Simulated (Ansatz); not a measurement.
# Zr: nudged elastic band (part 1 of 2)

System: Zr (defect cell, 15 atoms in the cell).
Method: DFT with PBE, PAW plane waves, no spin polarisation (Ansatz 0.2.0).

The structure derives from an entry of the Crystallography Open Database. Figures and captions count atoms from 1; the log counts them from 0 in places.

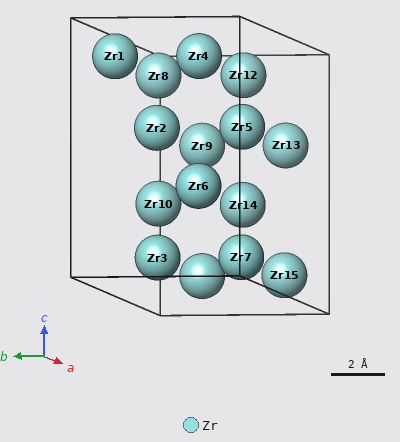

Fig. 1: The starting structure (spheres-only view of the reduced cell, seen at an oblique angle; atoms are numbered from 1 in the order of the input).

### The input
```yaml
crystal:
  lattice:
    - [3.22264509, 5.58178504, 0.0]
    - [-3.22264509, 5.58178504, 0.0]
    - [0.0, 0.0, 10.264212]
  atoms:
    - { symbol: Zr, position: [0.16391925, 0.17498491, 0.12463143] }
    - { symbol: Zr, position: [0.32970534, 0.33504201, 0.37680061] }
    - { symbol: Zr, position: [0.34056842, 0.33352122, 0.87554953] }
    - { symbol: Zr, position: [0.17314894, 0.66735619, 0.12513702] }
    - { symbol: Zr, position: [0.33777438, 0.83567625, 0.37450977] }
    - { symbol: Zr, position: [0.16491671, 0.66840698, 0.62678345] }
    - { symbol: Zr, position: [0.33388646, 0.83225639, 0.8778797] }
    - { symbol: Zr, position: [0.66999563, 0.16462982, 0.12412844] }
    - { symbol: Zr, position: [0.83046514, 0.33799227, 0.37173142] }
    - { symbol: Zr, position: [0.65783923, 0.17022741, 0.61982994] }
    - { symbol: Zr, position: [0.82787296, 0.33945037, 0.87480232] }
    - { symbol: Zr, position: [0.66371031, 0.67064673, 0.12664275] }
    - { symbol: Zr, position: [0.83544823, 0.8294631, 0.3730556] }
    - { symbol: Zr, position: [0.6724475, 0.66194656, 0.62472284] }
    - { symbol: Zr, position: [0.83384252, 0.82332295, 0.87337562] }
kpoints:
  mp_grid: { grid: [3, 3, 2] }
magnetization:
  spin_polarized: false
scf:
  occupations: { method: gaussian, width: 0.1 }
hamiltonian:
  pseudopotentials: { kind: paw }
  xc: pbe
basis:
  ecutwfc: 420
neb:
  images: 3
  relax_end_points: true
  climbing: true
  f_tol: 0.1
  max_iterations: 40
  order_check: false
  final_atoms:
    - { symbol: Zr, position: [0.16391925, 0.17498491, 0.12463143] }
    - { symbol: Zr, position: [0.32970534, 0.33504201, 0.37680061] }
    - { symbol: Zr, position: [0.34056842, 0.33352122, 0.87554953] }
    - { symbol: Zr, position: [0.17314894, 0.66735619, 0.12513702] }
    - { symbol: Zr, position: [0.17042049, 1.16084775, 0.62350827] }
    - { symbol: Zr, position: [0.16491671, 0.66840698, 0.62678345] }
    - { symbol: Zr, position: [0.33388646, 0.83225639, 0.8778797] }
    - { symbol: Zr, position: [0.66999563, 0.16462982, 0.12412844] }
    - { symbol: Zr, position: [0.83046514, 0.33799227, 0.37173142] }
    - { symbol: Zr, position: [0.65783923, 0.17022741, 0.61982994] }
    - { symbol: Zr, position: [0.82787296, 0.33945037, 0.87480232] }
    - { symbol: Zr, position: [0.66371031, 0.67064673, 0.12664275] }
    - { symbol: Zr, position: [0.83544823, 0.8294631, 0.3730556] }
    - { symbol: Zr, position: [0.6724475, 0.66194656, 0.62472284] }
    - { symbol: Zr, position: [0.83384252, 0.82332295, 0.87337562] }
```

Machine: 4 threads of Arm Neoverse V2, 24 GiB of memory available, shared host.

Launch command:
```bash
ansatz run input.yaml --threads 4 --pin off --max-ram 8192MiB --backend cpu --events-out ev --progress --plain --runs-dir out
```

### Log
```
Warning: neb: disabling space-group detection — the band's intermediate images generally break the endpoint symmetry, so no spatial operation reduces the k-mesh or symmetrises the density, except that a semilocal band can use its path's symmetry ahead of convergence; time reversal is kept, so that k and −k are solved as one point where they differ and the mesh holds both, and exact exchange and, on two spinor components, a DFT+U term hold to it where the run has them: on two components no moment then forms, and a state that bears one, which a typed moment (crystal.atoms[].spin; refused beside efield: under a hybrid functional) reaches, can lie lower, under hf by electronvolts; crystal.symmetry.detect: false (a key that needs symmetry detection or time reversal refuses this as the deck is read) with time_reversal: false beside it drops time reversal too
Engine: ansatz 0.2.0, aarch64-unknown-linux-gnu
Pseudopotentials: kind: paw
Pseudopotential: Zr, paw, valence charge 12, recommended cutoff 420 eV (normal), Zr.paw.azcp
Functional definition: PBE
  parameter kappa = 0.804
  parameter beta = 0.06672455060314922
  exchange = pbe_x(kappa = kappa, mu = beta*pi^2/3)
  correlation = pbe_c(beta = beta)
parallel-image band execution: 3 concurrent image workers
NEB image 0
Crystal: 15 atoms, lattice volume = 369.268 Å³
Basis set: ecut = 420 eV, 7283 PW (Γ), exchange–correlation on 90×90×144 points (8 copies of the dense FFT grid, shifted against one another)
Bands: 108, of which v1, the nominal top of the filled ones, is band 90 counted from 1 (89 counted from 0)
Symmetry: 1 space group operations
k-points: 10 of 18 (time reversal used)
Non-local potential: Zr, projectors of the file, l = 0: 3, l = 1: 2, l = 2: 2, l = 3: 2
PAW form: soft (Blöchl's): semilocal exchange-correlation on the pseudo side does not see the compensation charge
PAW one-centre angular grid: Zr, 590 points (default); XC on 64 Gauss nodes
Initial density: superposition of atomic densities (neutral atoms: chi_scale 0, normalization atom), corrected by the library's trained network
Initial wavefunctions: pseudopotential atomic-orbital guess
Functional: x = pbe(κ = 0.804, μ = 0.2195149727645171), c = pbe(β = 0.06672455060314922)
SCF iter   1: F=—  HF=-62755.376330 eV  |F-HF|=—  |Δ(HF+E_count)|=         —  Δρ=5.50e-3  dr2=7.80e-1  ethr=1.77e-3  ⟨swp⟩=7.3  Hψ=4357  notcnv=0
preconditioner: auto → Kerker (q_TF=auto, 2.420 Å⁻¹)  [metal: Δε(μ)=0.022 eV  Ē_g=2.427 eV  σ=0.100 eV  W_gap=0.12  n_scr=96 (ndim 8)  ℏωp=15.0 eV  f_vac=0.000  D(μ)=11.38/eV (n_scr^D=96)]
SCF iter   2: F=—  HF=-62755.352359 eV  |F-HF|=—  |Δ(HF+E_count)|=   2.40e-2  Δρ=2.45e-3  dr2=1.90e-2  ethr=4.34e-4  ⟨swp⟩=1.2  Hψ=1252  notcnv=0  defer=1
SCF iter   3: F=—  HF=-62755.353285 eV  |F-HF|=—  |Δ(HF+E_count)|=   9.26e-4  Δρ=1.30e-3  dr2=7.35e-3  ethr=1.06e-5  ⟨swp⟩=1.7  Hψ=1048  notcnv=0  defer=1
SCF iter   4: F=—  HF=-62755.353695 eV  |F-HF|=—  |Δ(HF+E_count)|=   4.10e-4  Δρ=1.89e-4  dr2=2.28e-4  ethr=4.09e-6  ⟨swp⟩=2.0  Hψ=1279  notcnv=0  defer=1
SCF iter   5: F=—  HF=-62755.353726 eV  |F-HF|=—  |Δ(HF+E_count)|=   3.18e-5  Δρ=8.67e-5  dr2=1.67e-4  ethr=1.27e-7  ⟨swp⟩=2.1  Hψ=1291  notcnv=0  defer=1
SCF iter   6: F=—  HF=-62755.353727 eV  |F-HF|=—  |Δ(HF+E_count)|=   1.03e-6  Δρ=4.62e-5  dr2=5.23e-5  ethr=9.26e-8  ⟨swp⟩=2.0  Hψ=1223  notcnv=0  defer=1
SCF iter   7: F=—  HF=-62755.353596 eV  |F-HF|=—  |Δ(HF+E_count)|=   1.32e-4  Δρ=1.76e-5  dr2=4.23e-6  ethr=2.91e-8  ⟨swp⟩=2.0  Hψ=1211  notcnv=0  defer=1
SCF iter   8: F=—  HF=-62755.353596 eV  |F-HF|=—  |Δ(HF+E_count)|=   2.38e-7  Δρ=1.02e-5  dr2=1.57e-6  ethr=2.35e-9  ⟨swp⟩=2.0  Hψ=1294  notcnv=0  defer=1
SCF iter   9: F=—  HF=-62755.353595 eV  |F-HF|=—  |Δ(HF+E_count)|=   1.66e-7  Δρ=2.42e-6  dr2=1.01e-7  ethr=8.75e-10  ⟨swp⟩=2.0  Hψ=1265  notcnv=0  defer=1
SCF iter  10: F=-62755.353595 eV  HF=-62755.353595 eV  |F-HF|=4.90e-9  |Δ(HF+E_count)|=   6.87e-9  Δρ=8.71e-7  dr2=7.75e-9  ethr=5.56e-11  ⟨swp⟩=3.2  Hψ=2945  notcnv=0
SCF 1 converged in 10 iterations: F = -62755.353595 eV  dr2 = 7.75e-9
  greatest PAW one-centre occupation: 0.996 electrons in one spin orbital (limit 2), on the Zr atom at site 13 (counted from 0), in its partial waves of l = 0
NSCF: frozen V_eff on 10 k-points
NEB image 4
SCF iter   1: F=—  HF=-62755.360556 eV  |F-HF|=—  |Δ(HF+E_count)|=         —  Δρ=5.49e-3  dr2=8.00e-1  ethr=1.77e-3  ⟨swp⟩=7.1  Hψ=4328  notcnv=0
preconditioner: auto → Kerker (q_TF=auto, 2.420 Å⁻¹)  [metal: Δε(μ)=0.025 eV  Ē_g=2.422 eV  σ=0.100 eV  W_gap=0.14  n_scr=96 (ndim 8)  ℏωp=15.0 eV  f_vac=0.000  D(μ)=10.89/eV (n_scr^D=84)]
SCF iter   2: F=—  HF=-62755.337412 eV  |F-HF|=—  |Δ(HF+E_count)|=   2.31e-2  Δρ=2.47e-3  dr2=1.88e-2  ethr=4.44e-4  ⟨swp⟩=1.2  Hψ=1252  notcnv=0
SCF iter   3: F=—  HF=-62755.338345 eV  |F-HF|=—  |Δ(HF+E_count)|=   9.33e-4  Δρ=1.31e-3  dr2=7.39e-3  ethr=1.04e-5  ⟨swp⟩=1.8  Hψ=1039  notcnv=0
SCF iter   4: F=—  HF=-62755.338772 eV  |F-HF|=—  |Δ(HF+E_count)|=   4.27e-4  Δρ=1.92e-4  dr2=2.42e-4  ethr=4.11e-6  ⟨swp⟩=2.0  Hψ=1282  notcnv=0
SCF iter   5: F=—  HF=-62755.338801 eV  |F-HF|=—  |Δ(HF+E_count)|=   2.88e-5  Δρ=9.39e-5  dr2=1.72e-4  ethr=1.34e-7  ⟨swp⟩=2.1  Hψ=1295  notcnv=0
SCF iter   6: F=—  HF=-62755.338807 eV  |F-HF|=—  |Δ(HF+E_count)|=   6.41e-6  Δρ=4.44e-5  dr2=4.90e-5  ethr=9.55e-8  ⟨swp⟩=2.0  Hψ=1238  notcnv=0
SCF iter   7: F=—  HF=-62755.338676 eV  |F-HF|=—  |Δ(HF+E_count)|=   1.31e-4  Δρ=1.66e-5  dr2=3.68e-6  ethr=2.72e-8  ⟨swp⟩=2.0  Hψ=1207  notcnv=0
SCF iter   8: F=—  HF=-62755.338676 eV  |F-HF|=—  |Δ(HF+E_count)|=   2.08e-7  Δρ=8.89e-6  dr2=1.16e-6  ethr=2.04e-9  ⟨swp⟩=2.0  Hψ=1295  notcnv=0
SCF iter   9: F=—  HF=-62755.338676 eV  |F-HF|=—  |Δ(HF+E_count)|=   1.20e-7  Δρ=2.68e-6  dr2=1.19e-7  ethr=6.44e-10  ⟨swp⟩=2.0  Hψ=1291  notcnv=0
SCF iter  10: F=-62755.338676 eV  HF=-62755.338676 eV  |F-HF|=5.12e-9  |Δ(HF+E_count)|=   9.50e-9  Δρ=9.05e-7  dr2=8.21e-9  ethr=5.56e-11  ⟨swp⟩=3.2  Hψ=2950  notcnv=0
SCF 2 converged in 10 iterations: F = -62755.338676 eV  dr2 = 8.21e-9
[... from here on the iterations of each SCF are left out, up to the last one ...]
NSCF: frozen V_eff on 10 k-points
NEB end point (image 0): max|allowed force component| = 6.607e-1 eV/Å (the criterion of neb.relax_end_points is 2.000e-2)
NEB end point (image 4): max|allowed force component| = 6.603e-1 eV/Å (the criterion of neb.relax_end_points is 2.000e-2)
NEB image 0, for its relaxation
Initial density: handed on by an earlier stage of this run
Initial wavefunctions: those handed on with the density
preconditioner: auto → Kerker (q_TF=auto, 2.420 Å⁻¹)  [metal: Δε(μ)=0.020 eV  Ē_g=2.428 eV  σ=0.100 eV  W_gap=0.11  n_scr=96 (ndim 8)  ℏωp=15.0 eV  f_vac=0.000  D(μ)=12.48/eV (n_scr^D=98)]
SCF 3 converged in 2 iterations: F = -62755.353595 eV  dr2 = 1.84e-9
NEB image 0, for its relaxation
preconditioner: auto → Kerker (q_TF=auto, 2.420 Å⁻¹)  [metal: Δε(μ)=0.031 eV  Ē_g=2.435 eV  σ=0.100 eV  W_gap=0.17  n_scr=96 (ndim 8)  ℏωp=15.0 eV  f_vac=0.000  D(μ)=11.98/eV (n_scr^D=96)]
SCF 4 converged in 11 iterations: F = -62755.409110 eV  dr2 = 4.61e-8
NEB image 0, for its relaxation
preconditioner: auto → Kerker (q_TF=auto, 2.420 Å⁻¹)  [metal: Δε(μ)=0.011 eV  Ē_g=2.426 eV  σ=0.100 eV  W_gap=0.06  n_scr=96 (ndim 8)  ℏωp=15.0 eV  f_vac=0.000  D(μ)=13.97/eV (n_scr^D=110)]
SCF 5 converged in 9 iterations: F = -62755.517172 eV  dr2 = 8.92e-8
NEB image 0, for its relaxation
preconditioner: auto → Kerker (q_TF=auto, 2.420 Å⁻¹)  [metal: Δε(μ)=0.029 eV  Ē_g=2.428 eV  σ=0.100 eV  W_gap=0.16  n_scr=96 (ndim 8)  ℏωp=15.0 eV  f_vac=0.000  D(μ)=12.92/eV (n_scr^D=98)]
SCF 6 converged in 7 iterations: F = -62755.521934 eV  dr2 = 8.82e-8
NEB image 0
preconditioner: auto → Kerker (q_TF=auto, 2.420 Å⁻¹)  [metal: Δε(μ)=0.029 eV  Ē_g=2.428 eV  σ=0.100 eV  W_gap=0.16  n_scr=96 (ndim 8)  ℏωp=15.0 eV  f_vac=0.000  D(μ)=12.90/eV (n_scr^D=98)]
SCF 7 converged in 2 iterations: F = -62755.521934 eV  dr2 = 1.26e-8
NSCF: frozen V_eff on 10 k-points
NEB end point (image 0): relaxed in 29 SCF iterations, 0.168339 eV lower, largest move of an atom 0.105 Å; not tested for a saddle point
NEB image 4, for its relaxation
preconditioner: auto → Kerker (q_TF=auto, 2.420 Å⁻¹)  [metal: Δε(μ)=0.025 eV  Ē_g=2.423 eV  σ=0.100 eV  W_gap=0.14  n_scr=96 (ndim 8)  ℏωp=15.0 eV  f_vac=0.000  D(μ)=11.95/eV (n_scr^D=96)]
SCF 8 converged in 2 iterations: F = -62755.338676 eV  dr2 = 2.29e-9
NEB image 4, for its relaxation
preconditioner: auto → Kerker (q_TF=auto, 2.420 Å⁻¹)  [metal: Δε(μ)=0.026 eV  Ē_g=2.438 eV  σ=0.100 eV  W_gap=0.15  n_scr=96 (ndim 8)  ℏωp=15.0 eV  f_vac=0.000  D(μ)=12.52/eV (n_scr^D=98)]
SCF 9 converged in 11 iterations: F = -62755.363650 eV  dr2 = 1.22e-8
NEB image 4, for its relaxation
preconditioner: auto → Kerker (q_TF=auto, 2.420 Å⁻¹)  [metal: Δε(μ)=0.014 eV  Ē_g=2.420 eV  σ=0.100 eV  W_gap=0.08  n_scr=96 (ndim 8)  ℏωp=15.0 eV  f_vac=0.000  D(μ)=15.61/eV (n_scr^D=134)]
SCF 10 converged in 10 iterations: F = -62755.446371 eV  dr2 = 3.50e-8
NEB image 4, for its relaxation
eigensolver tolerance schedule calibrated: the retry pair's looser diagonalisation under-reported the residual by θ = 0.23 (0.14/decade); ethr = c·dr2/N_el runs at the constant in force after the calibration composes with the one it found (an armed cap, an earlier calibration), c = 5.4e-2
preconditioner: auto → Kerker (q_TF=auto, 2.420 Å⁻¹)  [metal: Δε(μ)=0.022 eV  Ē_g=2.429 eV  σ=0.100 eV  W_gap=0.12  n_scr=96 (ndim 8)  ℏωp=15.0 eV  f_vac=0.000  D(μ)=12.58/eV (n_scr^D=98)]
SCF 11 converged in 9 iterations: F = -62755.516026 eV  dr2 = 5.15e-8
NEB image 4, for its relaxation
preconditioner: auto → Kerker (q_TF=auto, 2.420 Å⁻¹)  [metal: Δε(μ)=0.028 eV  Ē_g=2.428 eV  σ=0.100 eV  W_gap=0.16  n_scr=96 (ndim 8)  ℏωp=15.0 eV  f_vac=0.000  D(μ)=12.97/eV (n_scr^D=98)]
SCF 12 converged in 7 iterations: F = -62755.521928 eV  dr2 = 4.45e-8
NEB image 4
SCF 13 converged in 2 iterations: F = -62755.521928 eV  dr2 = 7.08e-9
NSCF: frozen V_eff on 10 k-points
NEB end point (image 4): relaxed in 39 SCF iterations, 0.183253 eV lower, largest move of an atom 0.092 Å; not tested for a saddle point
NEB image 1
preconditioner: auto → Kerker (q_TF=auto, 2.420 Å⁻¹)  [metal: Δε(μ)=0.019 eV  Ē_g=2.404 eV  σ=0.100 eV  W_gap=0.11  n_scr=96 (ndim 8)  ℏωp=15.0 eV  f_vac=0.000  D(μ)=13.81/eV (n_scr^D=110)]
SCF 14 converged in 10 iterations: F = -62754.755978 eV  dr2 = 1.27e-8
NEB image 2
preconditioner: auto → Kerker (q_TF=auto, 2.420 Å⁻¹)  [metal: Δε(μ)=0.017 eV  Ē_g=2.399 eV  σ=0.100 eV  W_gap=0.10  n_scr=96 (ndim 8)  ℏωp=15.0 eV  f_vac=0.000  D(μ)=20.19/eV (n_scr^D=196)]
SCF 15 converged in 8 iterations: F = -62754.269556 eV  dr2 = 1.06e-8
NEB image 3
preconditioner: auto → Kerker (q_TF=auto, 2.420 Å⁻¹)  [metal: Δε(μ)=0.019 eV  Ē_g=2.404 eV  σ=0.100 eV  W_gap=0.11  n_scr=96 (ndim 8)  ℏωp=15.0 eV  f_vac=0.000  D(μ)=13.86/eV (n_scr^D=110)]
SCF 16 converged in 10 iterations: F = -62754.753598 eV  dr2 = 1.35e-8
NEB iter   1: max|band force component| = 1.023e0 eV/Å  barrier→ = 1.2524 eV  barrier← = 1.2524 eV  Δτ_max = 0.1989 Å  (52 SCF iters)
NEB image 1
preconditioner: auto → Kerker (q_TF=auto, 2.420 Å⁻¹)  [metal: Δε(μ)=0.029 eV  Ē_g=2.418 eV  σ=0.100 eV  W_gap=0.16  n_scr=96 (ndim 8)  ℏωp=15.0 eV  f_vac=0.000  D(μ)=16.13/eV (n_scr^D=134)]
SCF 17 converged in 11 iterations: F = -62755.150575 eV  dr2 = 1.11e-8
NEB image 2
preconditioner: auto → Kerker (q_TF=auto, 2.420 Å⁻¹)  [metal: Δε(μ)=0.029 eV  Ē_g=2.411 eV  σ=0.100 eV  W_gap=0.16  n_scr=96 (ndim 8)  ℏωp=15.0 eV  f_vac=0.000  D(μ)=21.51/eV (n_scr^D=220)]
SCF 18 converged in 9 iterations: F = -62754.864587 eV  dr2 = 1.15e-8
NEB image 3
preconditioner: auto → Kerker (q_TF=auto, 2.420 Å⁻¹)  [metal: Δε(μ)=0.030 eV  Ē_g=2.418 eV  σ=0.100 eV  W_gap=0.16  n_scr=96 (ndim 8)  ℏωp=15.0 eV  f_vac=0.000  D(μ)=16.15/eV (n_scr^D=134)]
SCF 19 converged in 11 iterations: F = -62755.148526 eV  dr2 = 1.10e-8
NEB iter   2: max|band force component| = 4.318e-1 eV/Å  barrier→ = 0.6573 eV  barrier← = 0.6573 eV  CI = image 2  Δτ_max = 0.0881 Å  (31 SCF iters)
NEB image 1
preconditioner: auto → Kerker (q_TF=auto, 2.420 Å⁻¹)  [metal: Δε(μ)=0.018 eV  Ē_g=2.407 eV  σ=0.100 eV  W_gap=0.10  n_scr=96 (ndim 8)  ℏωp=15.0 eV  f_vac=0.000  D(μ)=16.32/eV (n_scr^D=134)]
SCF 20 converged in 9 iterations: F = -62755.195508 eV  dr2 = 6.63e-8
NEB image 2
preconditioner: auto → Kerker (q_TF=auto, 2.420 Å⁻¹)  [metal: Δε(μ)=0.010 eV  Ē_g=2.399 eV  σ=0.100 eV  W_gap=0.06  n_scr=96 (ndim 8)  ℏωp=15.0 eV  f_vac=0.000  D(μ)=18.77/eV (n_scr^D=158)]
SCF 21 converged in 8 iterations: F = -62754.935315 eV  dr2 = 6.33e-8
NEB image 3
preconditioner: auto → Kerker (q_TF=auto, 2.420 Å⁻¹)  [metal: Δε(μ)=0.018 eV  Ē_g=2.407 eV  σ=0.100 eV  W_gap=0.10  n_scr=96 (ndim 8)  ℏωp=15.0 eV  f_vac=0.000  D(μ)=16.33/eV (n_scr^D=134)]
SCF 22 converged in 9 iterations: F = -62755.194347 eV  dr2 = 6.87e-8
NEB iter   3: max|band force component| = 9.971e-2 eV/Å  barrier→ = 0.5866 eV  barrier← = 0.5866 eV  CI = image 2  Δτ_max = 0.0223 Å  (26 SCF iters)
NEB image 2
iter 1 solved again at ethr=3.68e-5 eV; its pass at ethr=3.10e-3 eV (dr2=6.63e-2 eV) is discarded
SCF iter   1: F=—  HF=-62754.951275 eV  |F-HF|=—  |Δ(HF+E_count)|=         —  Δρ=2.07e-3  dr2=6.68e-2  ethr=3.68e-5  ⟨swp⟩=1.1  Hψ=3835  notcnv=0
preconditioner: auto → Kerker (q_TF=auto, 2.420 Å⁻¹)  [metal: Δε(μ)=0.031 eV  Ē_g=2.400 eV  σ=0.100 eV  W_gap=0.17  n_scr=96 (ndim 8)  ℏωp=15.0 eV  f_vac=0.000  D(μ)=17.64/eV (n_scr^D=146)]
SCF iter   2: F=—  HF=-62754.944596 eV  |F-HF|=—  |Δ(HF+E_count)|=   6.68e-3  Δρ=8.86e-4  dr2=7.63e-3  ethr=3.68e-5  ⟨swp⟩=2.0  Hψ=1264  notcnv=0
SCF iter   3: F=—  HF=-62754.943458 eV  |F-HF|=—  |Δ(HF+E_count)|=   1.14e-3  Δρ=4.37e-4  dr2=2.12e-3  ethr=4.24e-6  ⟨swp⟩=1.9  Hψ=1123  notcnv=0
SCF iter   4: F=—  HF=-62754.943079 eV  |F-HF|=—  |Δ(HF+E_count)|=   3.78e-4  Δρ=1.00e-4  dr2=1.77e-4  ethr=1.18e-6  ⟨swp⟩=2.0  Hψ=1375  notcnv=0
SCF iter   5: F=—  HF=-62754.943071 eV  |F-HF|=—  |Δ(HF+E_count)|=   8.67e-6  Δρ=4.73e-5  dr2=1.01e-5  ethr=9.83e-8  ⟨swp⟩=1.6  Hψ=1098  notcnv=0
SCF iter   6: F=—  HF=-62754.942965 eV  |F-HF|=—  |Δ(HF+E_count)|=   1.06e-4  Δρ=1.02e-5  dr2=1.09e-6  ethr=5.63e-9  ⟨swp⟩=2.0  Hψ=1362  notcnv=0
SCF iter   7: F=—  HF=-62754.942965 eV  |F-HF|=—  |Δ(HF+E_count)|=   7.54e-8  Δρ=5.19e-6  dr2=3.02e-7  ethr=6.05e-10  ⟨swp⟩=2.0  Hψ=1364  notcnv=0
SCF iter   8: F=-62754.942965 eV  HF=-62754.942965 eV  |F-HF|=6.90e-9  |Δ(HF+E_count)|=   3.13e-8  Δρ=1.44e-6  dr2=1.54e-8  ethr=5.56e-11  ⟨swp⟩=4.0  Hψ=3021  notcnv=0
SCF 23 converged in 8 iterations: F = -62754.942965 eV  dr2 = 1.54e-8
NEB image 1
NSCF: frozen V_eff on 10 k-points
NEB image 3
NSCF: frozen V_eff on 10 k-points
NEB image 2
NSCF: frozen V_eff on 10 k-points
the band table was solved once a step of the walk had ended and its energy, with any forces and stress, was formed, with the checks that follow a solve (3954 applications of the Hamiltonian). They found nothing against the state; the energy, forces and stress were not computed again (output.eigenvalues in the input reference)
NEB iter   4: max|band force component| = 5.168e-2 eV/Å  barrier→ = 0.5790 eV  barrier← = 0.5790 eV  CI = image 2  Δτ_max = 0.0000 Å  (8 SCF iters)
```

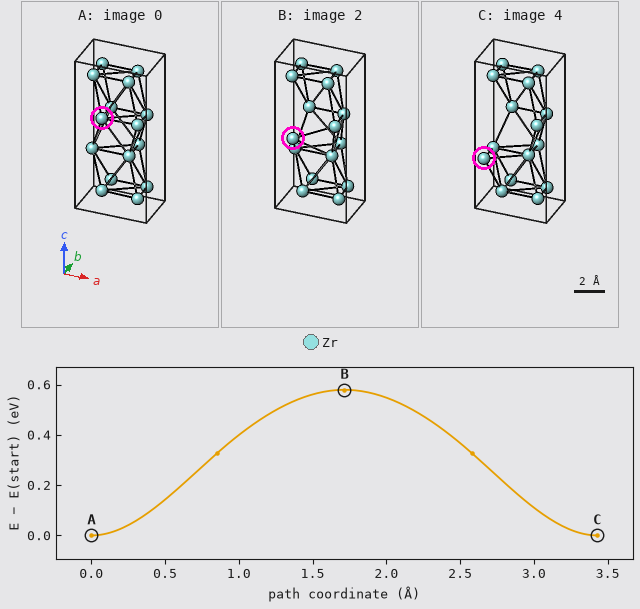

Fig. 2: Images of the last band (counted from 0; ball-and-stick, reduced simulation cell, seen slightly off an axis), with the moving atom and its periodic copies ringed, above the energy along the path; the line is a cubic interpolation that uses the forces. The highest image is number 2, 0.579 eV above the start and 0.579 eV above the end (the climbing image); start and end have the same energy. The path is 3.43 Å long, and Zr5 moves most (3.07 Å). The band converged in 4 iterations.
